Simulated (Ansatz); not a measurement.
```yaml
crystal:
  lattice:
    - [2.34220, -1.73960, 0.00000]
    - [2.34220, 1.73960, 0.00000]
    - [-0.77323, 0.00000, 5.06279]
  atoms:
    - { symbol: Cu, position: [0.00000, 0.50000, 0.00000] }
    - { symbol: Cu, position: [0.50000, 0.00000, 0.50000] }
    - { symbol: O, position: [0.55310, 0.44690, 0.25000] }
    - { symbol: O, position: [0.44690, 0.55310, 0.75000] }
```

Space group C2/c; computed pressure about 9 GPa in this cell; Hubbard U of 4 eV on Cu d only; the program warned that no starting moments were given; spin-polarised.

Theory: DFT, PBE+U, PAW, plane waves, scalar-relativistic in Ansatz.

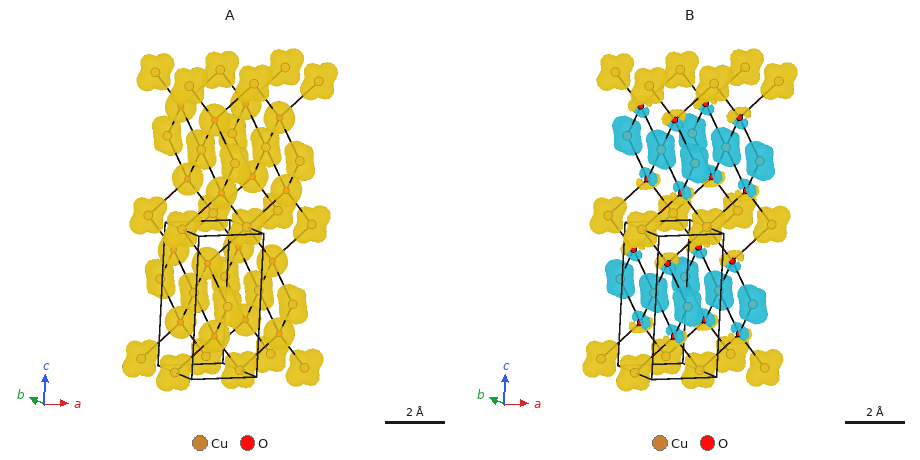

CuO. Spin density of two self-consistent states of the same cell, at +0.15 (yellow) and −0.15 e/Å³ (cyan).

In a PAW calculation such maps are meaningful between the atoms, not at the nuclei.

> Describe the two states. Which lies lower in energy?

State A: parallel main moments (a ferromagnetic arrangement) in this solution; Cu: +0.6 μB (×2); O: +0.3 μB (×2) in one cell of 4 atoms. State B: antiferromagnetic in this solution, which needn't be the ground state, with nearest magnetic neighbours parallel and the sign changing further off; Cu: +0.5 μB and −0.5 μB in one cell of 4 atoms. State B lies lower by 34 meV per atom.
